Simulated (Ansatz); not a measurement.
# BaH2 (Pnma): the gap up the ladder of methods, part 2 of 2

Wanted: a ladder of band gaps for BaH2 (Pnma), from density functionals to G0W0.

Ansatz 0.2.0; density functionals, hybrids and G0W0, plane waves, PAW. Known limits of the many-body steps: finite bands, screening cutoff and k mesh; no spin-orbit coupling in G0W0.

So far. Step 5 (HSE06 on the 2×4×2 mesh): Over mesh and listed points the gap is 3.901 eV, from k = Γ to k = (0.500, 0.350, 0.000). The least direct gap found is 4.506 eV, at k = (-0.500, 0.333, 0.000). On the 2×4×2 mesh alone the same run gives 4.051 eV, so that mesh misses an edge of HSE06: 4.051 − 3.901 = +0.150 eV. HSE06 against LDA: 3.901 − 2.630 = +1.271 eV.

In doubt: masses and optical values from hybrid runs of this build are listed as unsure (step 8), which bears on the screening that GW takes from such a start.

## Step 7: G0W0@LDA, 2×4×2 mesh, 1022 empty bands, screening to 160 eV, PAW set soft_1 files

G0W0 replaces the xc potential by a self-energy built once from the orbitals of the start. Levels are corrected in the window of bands that the input names, at points of the mesh.

This step: G0W0 on LDA, plane waves, PAW; PAW set soft_1.

File input.yaml:

```yaml
crystal:
  lattice:
    - [6.792, 0.0, 0.0]
    - [0.0, 4.168, 0.0]
    - [0.0, 0.0, 7.858]
  atoms:
    - { symbol: Ba, position: [0.26029, 0.25, 0.88863] }
    - { symbol: Ba, position: [0.23971, 0.75, 0.38863] }
    - { symbol: Ba, position: [0.76029, 0.25, 0.61137] }
    - { symbol: Ba, position: [0.73971, 0.75, 0.11137] }
    - { symbol: H, position: [0.043, 0.25, 0.174] }
    - { symbol: H, position: [0.457, 0.75, 0.674] }
    - { symbol: H, position: [0.543, 0.25, 0.326] }
    - { symbol: H, position: [0.957, 0.75, 0.826] }
    - { symbol: H, position: [0.646, 0.25, 0.9135] }
    - { symbol: H, position: [0.854, 0.75, 0.4135] }
    - { symbol: H, position: [0.146, 0.25, 0.5865] }
    - { symbol: H, position: [0.354, 0.75, 0.0865] }
kpoints:
  mp_grid: { grid: [2, 4, 2] }
hamiltonian:
  xc: lda
  pseudopotentials: { kind: paw, azcp: { folder: soft_1 }, xc_functional: pbe }
scf:
  occupations: { method: fixed }
gw:
  n_empty_bands: 1022
  ecut_chi: 160.0
  qp_bands: [v4, c4]
  qp_kpoints: band_edges
  screening: { model: contour_deformation }
```

Run with:

```sh
$ ansatz run input.yaml --threads 3 --pin off --max-ram 92160MiB --backend cuda --events-out ev --progress --plain --runs-dir out --devices 1 --max-vram 13GiB
```

Numbers of over 12 decimals in the logs are rounded to 6 here.

What it wrote:

```text
GPUs: using 1 of 1 available (devices: 1).
[...]
GPU FFT provider: cuFFT
GPU libraries: cuBLAS 13.8.2, cuFFT 12.4.0, cuSOLVER 12.3.4
Crystal: 12 atoms, lattice volume = 222.453 Å³
Basis set: ecut = 420 eV, 4329 PW (Γ)
Bands: 36, of which v1, the nominal top of the filled ones, is band 24 counted from 1 (23 counted from 0)
Symmetry: 8 space group operations
[...]
k-points: 12 of 16
[...]
0    28      8.8049    -5.5847    -4.3181   -10.7257  0.7848     9.6413     9.6277  root
[...]
11    25      7.8340    -5.3270    -3.9787    -9.9903  0.7905     8.5267     8.5186  root
    11    26      7.8340    -5.3270    -3.9787    -9.9903  0.7905     8.5267     8.5186  root
    11    27      7.8340    -5.3270    -3.9787    -9.9903  0.7905     8.5267     8.5186  root
    11    28      7.8340    -5.3270    -3.9787    -9.9903  0.7905     8.5267     8.5186  root
[key lines of the parts left out:]
SCF converged after 7 iterations
Free energy (F): -23250.178887 eV
Fermi energy:    4.506944 eV
```

Elapsed: 51 s, on 1 × NVIDIA H100 80GB HBM3 (shared by 6 runs) with 3 threads of AMD EPYC 7R13 (Zen 3), shared host; peak memory 3.8 GiB; 86 s of CPU time.

Numbers from this step:

```
bands summed                                    : 1046
RPA ε∞ on this mesh (eigenvalues)               : 3.987, 4.322, 4.439
plane waves in the screening matrix             : 1019
G0W0 gap over the corrected points              : 4.579 eV
k of the valence top                            : 0, 0, 0
k of the conduction bottom                      : -0.5, 0.25, 0
starting gap on the mesh                        : 2.797 eV
Z at the valence top                            : 0.7500
Z at the conduction bottom                      : 0.7959
least direct G0W0 gap over the corrected points : 5.043 eV
```

Over all 12 irreducible mesh points the G0W0 gap is 4.579 eV, from k = Γ to k = (-0.500, 0.250, 0.000). The LDA gap of this run on the mesh is 2.797 eV. The two states that bound the G0W0 gap lie that far apart at the start, so the correction of the gap is 4.579 − 2.797 = +1.782 eV.

## Step 8: G0W0@HSE06, 2×4×2 mesh, 1022 empty bands, screening to 160 eV, PAW set soft_1 files

This step: G0W0 on HSE06, plane waves, PAW; PAW set soft_1.

input.yaml: that of step 7 with these lines changed.

```diff
@@ -21,4 +21,4 @@
 hamiltonian:
-  xc: lda
-  pseudopotentials: { kind: paw, azcp: { folder: soft_1 }, xc_functional: pbe }
+  xc: hse06
+  pseudopotentials: { kind: paw, azcp: { folder: soft_1 } }
 scf:
```

What it wrote:

```text
GPUs: using 1 of 1 available (devices: 1).
[...]
GPU FFT provider: cuFFT
GPU libraries: cuBLAS 13.8.2, cuFFT 12.4.0, cuSOLVER 12.3.4
Crystal: 12 atoms, lattice volume = 222.453 Å³
Basis set: ecut = 420 eV, 4329 PW (Γ)
Bands: 36, of which v1, the nominal top of the filled ones, is band 24 counted from 1 (23 counted from 0)
Symmetry: 8 space group operations
[...]
k-points: 12 of 16
[...]
0    27      9.3175    -5.3160    -3.9241    -9.6426  0.8189     9.7220     9.7200  root
     0    28      9.6411    -5.4562    -3.8970    -9.7972  0.8205    10.0874    10.0850  root
[...]
11    25      8.6043    -5.0270    -3.6419    -9.0090  0.8255     8.9456     8.9443  root
    11    26      8.6043    -5.0270    -3.6419    -9.0090  0.8255     8.9456     8.9443  root
    11    27      8.6043    -5.0270    -3.6419    -9.0090  0.8255     8.9456     8.9443  root
    11    28      8.6043    -5.0270    -3.6419    -9.0090  0.8255     8.9456     8.9443  root
[key lines of the parts left out:]
Free energy (F): -23951.969407 eV
Fermi energy:    4.019095 eV
```

It took 2.8 min on 1 × NVIDIA H100 80GB HBM3 (shared by 6 runs) with 3 threads; peak memory 4 GiB; 3.2 min of CPU time.

This step gave:

```yaml
bands_summed: 1046
rpa_eps_infinity_on_this_mesh_eigenvalues: 3.166, 3.305, 3.412
plane_waves_in_the_screening_matrix: 1019
g0w0_gap_over_the_corrected_points: 5.258 eV
k_of_the_valence_top: 0, 0, 0
k_of_the_conduction_bottom: -0.5, 0.25, 0
starting_gap_on_the_mesh: 4.052 eV
z_at_the_valence_top: 0.7883
z_at_the_conduction_bottom: 0.8293
least_direct_g0w0_gap_over_the_corrected_points: 5.755 eV
```

Over 11 of 12 irreducible mesh points the G0W0 gap is 5.258 eV, from k = Γ to k = (-0.500, 0.250, 0.000). The HSE06 gap of this run on the mesh is 4.052 eV. The two states that bound the G0W0 gap lie that far apart at the start, so the correction of the gap is 5.258 − 4.052 = +1.206 eV. G0W0@HSE06 against G0W0@LDA with 1046 bands: 5.258 − 4.579 = +0.679 eV, with the same mesh, files and cutoffs, and both edges at the same k points.

## Step 9: G0W0@r2SCAN, 2×4×2 mesh, 1022 empty bands, screening to 160 eV, PAW set soft_1 files

This step: G0W0 on r2SCAN, plane waves, PAW; PAW set soft_1.

input.yaml: that of step 8 with these lines changed.

```diff
@@ -21,3 +21,3 @@
 hamiltonian:
-  xc: hse06
+  xc: r2scan
   pseudopotentials: { kind: paw, azcp: { folder: soft_1 } }
```

What it wrote:

```text
GPUs: using 1 of 1 available (devices: 1).
[...]
GPU FFT provider: cuFFT
GPU libraries: cuBLAS 13.8.2, cuFFT 12.4.0, cuSOLVER 12.3.4
Crystal: 12 atoms, lattice volume = 222.453 Å³
Basis set: ecut = 500 eV, 5687 PW (Γ), exchange–correlation on 200×128×240 points (64 copies of the dense FFT grid, shifted against one another)
Bands: 36, of which v1, the nominal top of the filled ones, is band 24 counted from 1 (23 counted from 0)
[...]
0    28      9.4446    -5.6464    -4.0058   -10.2136  0.8064    10.0107    10.0060  root
[...]
11    25      8.4756    -5.2123    -3.7304    -9.3598  0.8116     8.8951     8.8928  root
    11    26      8.4756    -5.2123    -3.7304    -9.3598  0.8116     8.8951     8.8928  root
    11    27      8.4756    -5.2123    -3.7304    -9.3598  0.8116     8.8951     8.8928  root
    11    28      8.4756    -5.2123    -3.7304    -9.3598  0.8116     8.8951     8.8928  root
[key lines of the parts left out:]
SCF converged after 7 iterations
Free energy (F): -23993.464567 eV
Fermi energy:    4.429294 eV
```

Wall time 89 s (1 × NVIDIA H100 80GB HBM3 (shared by 6 runs) with 3 threads); peak memory 4.3 GiB; 2.7 min of CPU time.

This step gave:

```
bands summed                                    : 1046
RPA ε∞ on this mesh (eigenvalues)               : 3.366, 3.554, 3.672
plane waves in the screening matrix             : 1019
G0W0 gap over the corrected points              : 4.993 eV
k of the valence top                            : 0, 0, 0
k of the conduction bottom                      : -0.5, 0.25, 0
starting gap on the mesh                        : 3.517 eV
Z at the valence top                            : 0.7701
Z at the conduction bottom                      : 0.8160
least direct G0W0 gap over the corrected points : 5.480 eV
```

Over all 12 irreducible mesh points the G0W0 gap is 4.993 eV, from k = Γ to k = (-0.500, 0.250, 0.000). The r2SCAN gap of this run on the mesh is 3.517 eV. The two states that bound the G0W0 gap lie that far apart at the start, so the correction of the gap is 4.993 − 3.517 = +1.476 eV. G0W0@r2SCAN against G0W0@HSE06 with 1046 bands: 4.993 − 5.258 = −0.265 eV. The runs also differ in plane-wave cutoff (420 eV and 500 eV), so how much of this comes from the start alone is not known.

## Step 10: Gap and time by level

Each gap is the least one over the points named; times are wall times on shared hosts, not benchmarks. A G0W0 time includes the run's own self-consistent start. Runs with listed points see these and the mesh alone, so an edge that moves elsewhere is missed. Rows marked * are further runs, not shown as steps, whose inputs differ from the G0W0 step on the same start in the columns given; solver thresholds can differ too.

| level | mesh | files, cutoff | bands summed, screening | points | gap (eV) | valence top | conduction bottom | least direct gap (eV) | time |
| --- | --- | --- | --- | --- | --- | --- | --- | --- | --- |
| LDA | 4×6×4 | soft_1 PAW, 420 eV | - | mesh and path | 2.630 | (0.250, 0.000, 0.000) | (0.500, 0.350, 0.000) | 3.170 | 10 s |
| LDA+SOC | 4×6×4 | soft_1 PAW, 420 eV | - | mesh and listed points | 2.626 | (0.250, 0.000, 0.000) | (0.500, 0.350, 0.000) | 3.094 | 17 s |
| r2SCAN | 4×6×4 | soft_1 PAW, 500 eV | - | mesh and listed points | 3.365 | (0.250, 0.000, 0.000) | (0.500, 0.350, 0.000) | 3.889 | 16 s |
| HSE06 | 2×4×2 | soft_1 PAW, 420 eV | - | mesh and listed points | 3.901 | Γ | (0.500, 0.350, 0.000) | 4.506 | 30 s |
| PBE0 | 2×4×2 | soft_1 PAW, 420 eV | - | mesh and listed points | 4.613 | Γ | (0.500, 0.350, 0.000) | 5.234 | 31 s |
| G0W0@LDA* | 2×4×2 | soft_1 PAW, 420 eV | 191, 48 eV | all 12 irreducible mesh points | 4.403 | Γ | (-0.500, 0.250, 0.000) | 4.883 | 19 s |
| G0W0@LDA* | 2×4×2 | soft_1 PAW, 420 eV | 499, 96 eV | all 12 irreducible mesh points | 4.516 | Γ | (-0.500, 0.250, 0.000) | 4.977 | 24 s |
| G0W0@LDA | 2×4×2 | soft_1 PAW, 420 eV | 1046, 160 eV | all 12 irreducible mesh points | 4.579 | Γ | (-0.500, 0.250, 0.000) | 5.043 | 51 s |
| G0W0@HSE06 | 2×4×2 | soft_1 PAW, 420 eV | 1046, 160 eV | 11 of 12 irreducible mesh points | 5.258 | Γ | (-0.500, 0.250, 0.000) | 5.755 | 2.8 min |
| G0W0@r2SCAN | 2×4×2 | soft_1 PAW, 500 eV | 1046, 160 eV | all 12 irreducible mesh points | 4.993 | Γ | (-0.500, 0.250, 0.000) | 5.480 | 89 s |

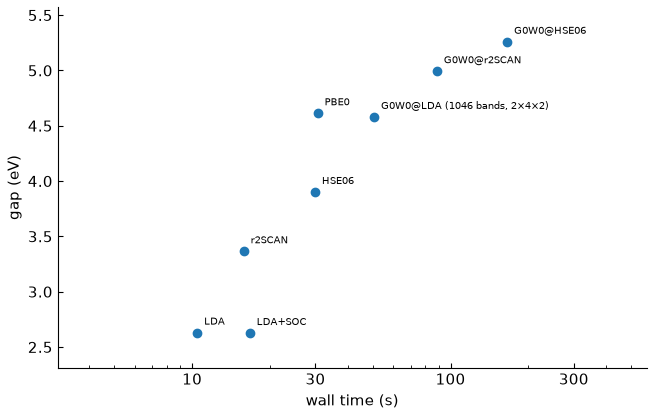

Gap against wall time for the runs shown as steps.

## Step 11: Summary of results

| Property | Result |
| --- | --- |
| LDA, over mesh and path | 2.630 eV |
| LDA+SOC, over mesh and listed points | 2.626 eV |
| r2SCAN, over mesh and listed points | 3.365 eV |
| HSE06, over mesh and listed points | 3.901 eV |
| PBE0, over mesh and listed points | 4.613 eV |
| G0W0@LDA (1046 bands, 2×4×2), over all 12 irreducible mesh points | 4.579 eV |
| G0W0@HSE06, over 11 of 12 irreducible mesh points | 5.258 eV |
| G0W0@r2SCAN, over all 12 irreducible mesh points | 4.993 eV |
| known limits | finite bands, screening cutoff and k mesh; no spin-orbit coupling in G0W0 |

The rows run from 2.626 eV (LDA+SOC) to 5.258 eV (G0W0@HSE06). They differ in mesh, plane-wave cutoff, bands and screening cutoff of G0W0 and the points over which the gap was sought as well as in level, so only pairs that share these are like for like. LDA+SOC against LDA: 2.626 − 2.630 = −0.004 eV, with the same mesh, set of files (read in its fully relativistic form for the spin-orbit run) and cutoff, and both edges at the same k points. The spin-orbit run sees mesh and listed points alone, so its gap is an upper bound: the coupling can move an edge off these points, and the change over the zone, its sign included where it is small, is not known. PBE0 against HSE06: 4.613 − 3.901 = +0.712 eV, with the same mesh, files and cutoff, and both edges at the same k points. G0W0@HSE06 against G0W0@LDA with 1046 bands: 5.258 − 4.579 = +0.679 eV, with the same mesh, files and cutoffs, and both edges at the same k points. G0W0@LDA (1046 bands, 2×4×2) moves the gap of its own start on the mesh by 4.579 − 2.797 = +1.782 eV, between the same two levels. Over mesh and path, LDA puts the valence top at k = (0.250, 0.000, 0.000) and conduction bottom at k = (0.500, 0.350, 0.000), where no G0W0 correction was computed. The G0W0 gap over the whole zone is therefore not known from this run; at its settings it can only be equal to or under the 4.579 eV found, and no correction is carried over from another point. For the start itself the gap is 2.630 eV over mesh and path and 2.797 eV on the mesh of the G0W0 run, in runs that differ in mesh (4×6×4 and 2×4×2). G0W0@HSE06 moves the gap of its own start on the mesh by 5.258 − 4.052 = +1.206 eV, between the same two levels. Over mesh and listed points, HSE06 puts the conduction bottom at k = (0.500, 0.350, 0.000), where no G0W0 correction was computed. The G0W0 gap over the whole zone is therefore not known from this run; at its settings it can only be equal to or under the 5.258 eV found, and no correction is carried over from another point. For the start itself the gap is 3.901 eV over mesh and listed points and 4.052 eV on the mesh of the G0W0 run. G0W0@r2SCAN moves the gap of its own start on the mesh by 4.993 − 3.517 = +1.476 eV, between the same two levels. Over mesh and listed points, r2SCAN puts the valence top at k = (0.250, 0.000, 0.000) and conduction bottom at k = (0.500, 0.350, 0.000), where no G0W0 correction was computed. The G0W0 gap over the whole zone is therefore not known from this run; at its settings it can only be equal to or under the 4.993 eV found, and no correction is carried over from another point. For the start itself the gap is 3.365 eV over mesh and listed points and 3.517 eV on the mesh of the G0W0 run, in runs that differ in mesh (4×6×4 and 2×4×2). What spin-orbit coupling does to the G0W0 levels was not computed, so no sum with the G0W0 gap is formed. For G0W0@LDA: from 191 bands and 48 eV to 1046 bands and 160 eV the gap moves by 4.579 − 4.403 = +0.176 eV (rung by rung 4.403, 4.516, 4.579 eV); bands and screening cutoff rise together, so their parts are not told apart. A line in one over the bands through the two highest rungs gives 4.579 + (4.579 − 4.516) × 499 / (1046 − 499) = 4.636 eV, and through the pair below 4.516 + (4.516 − 4.403) × 191 / (499 − 191) = 4.586 eV. The two differ by 0.050 eV, not under the 0.030 eV asked, so the law does not hold well over these rungs and the limit is not known. The other G0W0 rows are shown at one basis each (1046 bands), so their distance from the limit is not known here. The G0W0 runs are scalar-relativistic. No pair of G0W0 runs that differ in the mesh alone is shown (2×4×2 is a supercell whose nearest images lie 14 Å apart), so the error from the mesh is not known here. G0W0@LDA runs of this series with other atomic data on the same mesh, not shown as steps, give 4.587 eV (hard PAW, 800 eV, 1539 bands, screening to 208 eV); where bands and cutoffs differ too, the part of the files is not isolated.

[Paths, hosts, dates, memory and timing lines, banners, echoed tables and standing remarks are left out of the program output.]

[Logs are printed without paths, hosts, clocks, repeated set-up lines and the standing remarks that a program may print on its own settings, such as how far it seeks lower states.]

[Runs of the session that timed out or met a known fault of the program may be left out.]

[Cells called generated may have been cut or substituted from an entry of the Crystallography Open Database or the Materials Project.]

[Hosts, paths, dates, database ids (printed as entryN), source tags and the programs' standing remarks are cut or masked in the printed files.]

[Where an RPA ε∞ is given, it is that of the G0W0 mesh and is not shown converged in it. Names of k-points follow the symmetry that the program found, which can be lower than the space group named. Band edges on a path are those of the sampled points; other points can move an edge, and change direct to indirect where valleys lie close.]

[Hybrid gaps are those of their k-mesh and are not shown converged in it.]
